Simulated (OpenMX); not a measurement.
**AlN: 7 runs along one coordinate**

System: AlN (F-43m, 2 atoms in the cell).
Method: Kohn-Sham DFT of a periodic cell, PBE, OpenMX 2013 PBE set, no spin polarisation (OpenMX 3.8.5).

The 7 runs differ only in the geometry, by an even scaling of the cell at fixed fractional positions. The structure derives from a Materials Project entry.

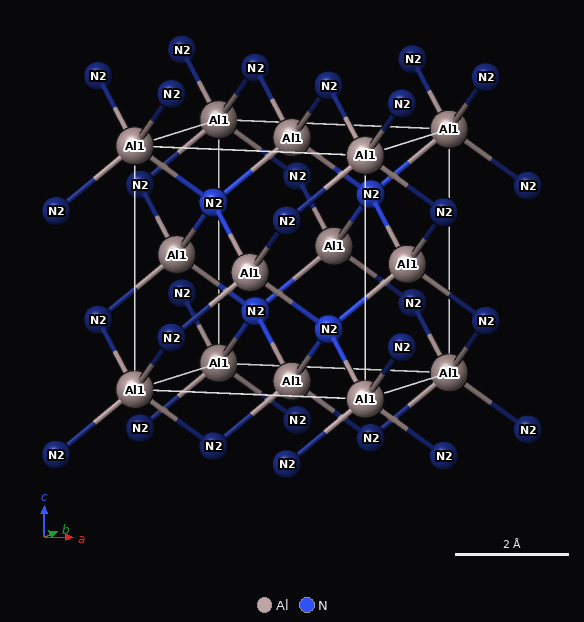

Figure 1. The structure of run 4 (ball-and-stick view of the cell 4 times as large as that of the calculation, set on its symmetry axes, seen slightly off an axis; neighbours outside the cell are drawn fainter; atoms are numbered from 1 in the order of the input).

**Input of run 4**
```
System.CurrrentDirectory             ./
System.Name                          AlN
DATA.PATH                            ./DFT_DATA13
level.of.stdout                      1
level.of.fileout                     0
Species.Number                       2
<Definition.of.Atomic.Species
  Al  Al7.0-s2p2d1           Al_PBE13
  N   N6.0-s2p2d1            N_PBE13
Definition.of.Atomic.Species>

Atoms.Number                         2
Atoms.SpeciesAndCoordinates.Unit     FRAC
<Atoms.SpeciesAndCoordinates
    1  Al    0.0000000000    0.0000000000    0.0000000000   1.500  1.500
    2  N     0.2500000000    0.2500000000    0.2500000000   2.500  2.500
Atoms.SpeciesAndCoordinates>

Atoms.UnitVectors.Unit               Ang
<Atoms.UnitVectors
     0.0000000000    2.1839935596    2.1839935596
     2.1839935596    0.0000000000    2.1839935596
     2.1839935596    2.1839935596    0.0000000000
Atoms.UnitVectors>

scf.XcType                           GGA-PBE
scf.SpinPolarization                 off
scf.ElectronicTemperature            580.226
scf.energycutoff                     400.0
scf.maxIter                          100
scf.EigenvalueSolver                 band
scf.Kgrid                            11 11 11
scf.Mixing.Type                      rmm-diisk
scf.Init.Mixing.Weight               0.05
scf.Min.Mixing.Weight                0.001
scf.Max.Mixing.Weight                0.3
scf.Mixing.History                   25
scf.Mixing.StartPulay                8
scf.criterion                        1.0e-8
scf.stress.tensor                    on
MD.Type                              nomd
```

Command:
```bash
openmx AlN.dat -nt 1 > AlN.std
```

Lattice vectors (Å) and fractional positions of run 4:
```
   0.000000    2.183994    2.183994
   2.183994    0.000000    2.183994
   2.183994    2.183994    0.000000
Al  0.000000  0.000000  0.000000
N   0.250000  0.250000  0.250000
```

Run 2 has the same physical settings and fractional positions; its lattice vectors (Å) are:
```
   0.000000    2.154477    2.154477
   2.154477    0.000000    2.154477
   2.154477    2.154477    0.000000
```

**Results, with one run withheld**

```tsv
run	volume per atom (Å³)	free energy per atom, from the lowest run given (meV)	gap on the mesh (eV)
1	9.792	45.85	3.43
2	10.001	?	?
3	10.209	10.65	3.40
4	10.417	2.59	3.39
5	10.626	0.00	3.38
6	10.834	2.40	3.37
7	11.042	9.33	3.36
```

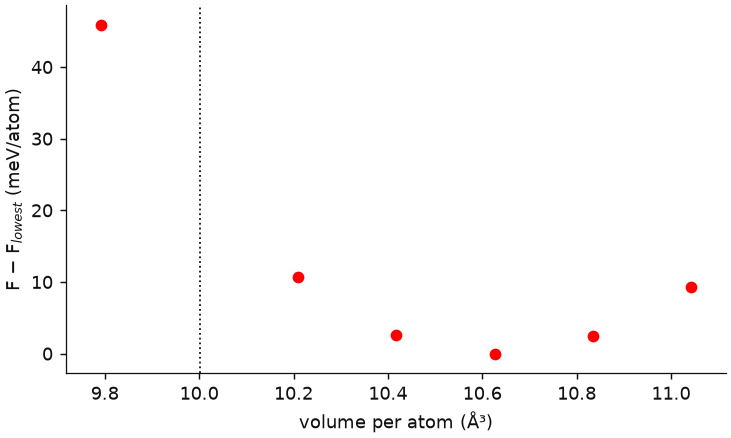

Figure 2. Free energy per atom of the runs given; the dotted line marks run 2.

What should run 2 give?

A cubic polynomial in V^(−2/3) (the Birch–Murnaghan form), fitted to the 6 runs given, misses them by at most 0.01 meV per atom. With x = V^(−2/3) − 0.20891 Å⁻², it reads F = 1.3691 + 1368.6 x + 3.4135e+05 x² + 1.0235e+05 x³ (meV per atom). At run 2 it gives 24.83 meV per atom, and the run itself gives 24.88. The fit has its minimum at 10.625 Å³ per atom, where V d²F/dV² gives 196 GPa: the bulk modulus at this level, since symmetry fixes the shape and the positions. The gap on the mesh goes, without turning, from 3.43 eV in run 1 to 3.36 eV in run 7; run 2 has 3.41 eV. These are gaps of this functional on this mesh, which can miss the band edges; they aren't the measured gap.

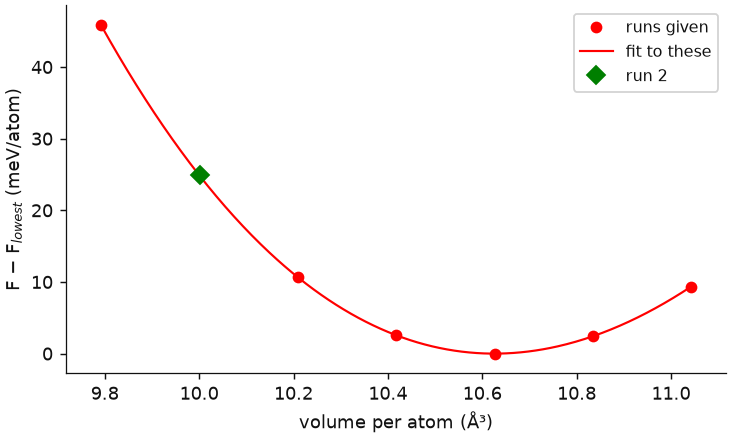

Figure 3. The fit and the withheld run.

**Some lines of the output (run 2)**
```
[...]
  Cell_Volume =    134.974521354758 (Bohr^3)
        Total energy (Hartree) at MD = 1
   kloop=0
   kloop=1
   kloop=665
```

Notes: With a small basis of atomic orbitals these values can differ much from converged plane-wave results.
